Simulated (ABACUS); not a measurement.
# A series of single points on Ca

System: Ca (1 atom in the cell).
Method: Kohn-Sham DFT of a periodic cell, PBE, PseudoDojo NC SR 0.4.1 PBE standard, no spin polarisation (ABACUS 3.10.1).

The 7 runs differ only in the geometry, by an even scaling of the cell at fixed fractional positions. The structure derives from an entry of the Crystallography Open Database.

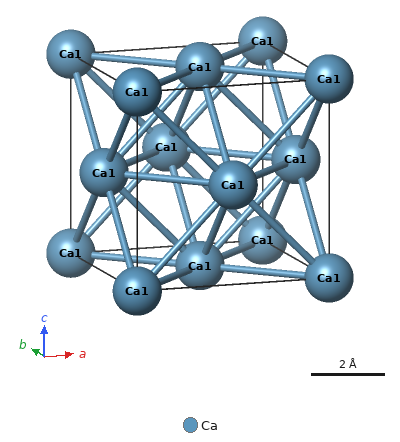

Figure 1. The structure of run 4 (ball-and-stick view of the cell 4 times as large as that of the calculation, set on its symmetry axes, seen slightly off an axis; atoms are numbered from 1 in the order of the input).

### The input of run 4
```
INPUT_PARAMETERS
suffix              Ca
calculation         scf
basis_type          pw
pseudo_dir          ./
symmetry            1
dft_functional      pbe
ecutwfc             68
pseudo_rcut         10
nspin               1
nbands              9
ks_solver           dav
smearing_method     fd
smearing_sigma      0.00367493
scf_thr             1e-08
scf_nmax            100
mixing_type         broyden
mixing_beta         0.7
cal_force           1
cal_stress          1
kpar                4
```

### File STRU of run 4
```
ATOMIC_SPECIES
Ca 40.0780 Ca.upf

LATTICE_CONSTANT
1.8897261246

LATTICE_VECTORS
0.0000000000 2.7942000000 2.7942000000
2.7942000000 0.0000000000 2.7942000000
2.7942000000 2.7942000000 0.0000000000

ATOMIC_POSITIONS
Direct

Ca
0.0
1
0.0000000000 0.0000000000 0.0000000000 1 1 1
```

### File KPT of run 4
```
K_POINTS
0
Gamma
8 8 8 0 0 0
```

Command:
```bash
OMP_NUM_THREADS=1 mpirun -np 4 abacus > log
```

Run 3 differs from it as follows:
```diff
-0.0000000000 2.7942000000 2.7942000000
-2.7942000000 0.0000000000 2.7942000000
-2.7942000000 2.7942000000 0.0000000000
+0.0000000000 2.7754464148 2.7754464148
+2.7754464148 0.0000000000 2.7754464148
+2.7754464148 2.7754464148 0.0000000000
```

### Results, with one run withheld

```csv
run,volume per atom (Å³),"free energy per atom, from the lowest run given (meV)",pressure (GPa)
1,41.014,1.63,0.47
2,41.886,0.00,0.09
3,42.759,?,?
4,43.632,2.57,−0.58
5,44.504,6.45,−0.87
6,45.377,11.85,−1.14
7,46.250,18.65,−1.39
```

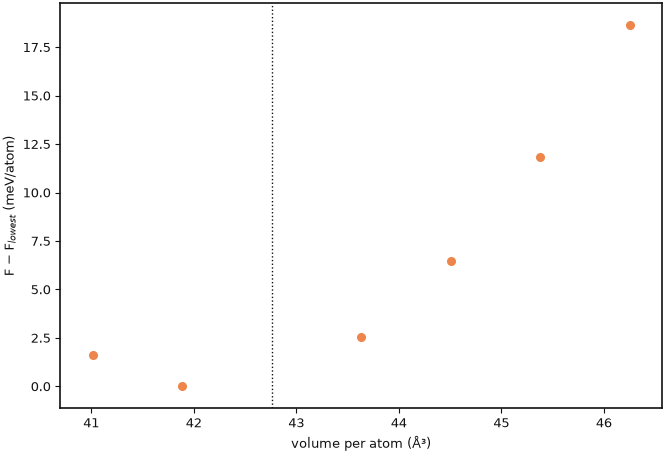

Figure 2. Free energy per atom of the runs given; the dotted line marks run 3.

Estimate the energy of run 3 from the others.

A cubic polynomial in V^(−2/3) (the Birch–Murnaghan form), fitted to the 6 runs given, misses them by under 0.01 meV per atom. With x = V^(−2/3) − 0.08059 Å⁻², it reads F = 2.8538 − 2995.8 x + 7.6669e+05 x² − 2.6919e+06 x³ (meV per atom). At run 3 it gives 0.37 meV per atom, and the run itself gives 0.37. The slope of the fit gives a pressure −dF/dV of −0.24 GPa there, and the run prints −0.26 GPa. The fit has its minimum at 42.151 Å³ per atom, where V d²F/dV² gives 17.3 GPa: the bulk modulus at this level, since symmetry fixes the shape and the positions.

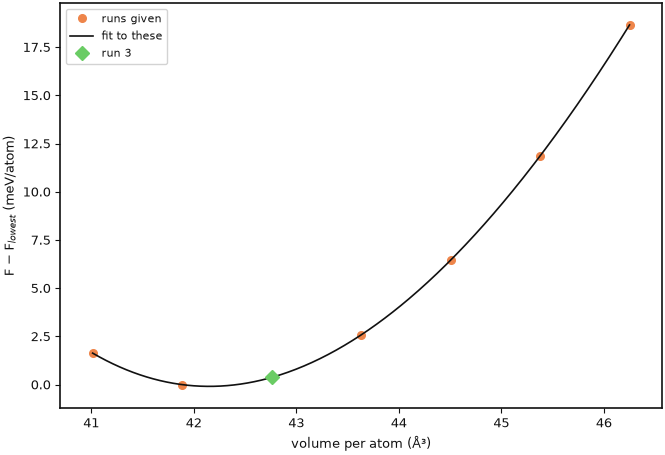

Figure 3. The fit and the withheld run.

### Some lines of the output (run 3)
```
[...]
                          Volume (Bohr^3) = 288.553
                             Volume (A^3) = 42.759
 E_Fermi        0.3572892847         4.8611701057
 E_Fermi        0.3584951362         4.8775765575
 E_Fermi        0.3585527678         4.8783606755
 E_Fermi        0.3585947568         4.8789319651
 E_Fermi        0.3585413828         4.8782057751
 E_KS(sigma->0) -77.4244868042       -1053.4141852627
 E_Fermi        0.3585516186         4.8783450397
 final etot is -1053.4201205 eV
 EFERMI = 4.8783450397 eV
 TOTAL-PRESSURE: -2.594287 KBAR
 !FINAL_ETOT_IS -1053.4201204887299355 eV
```
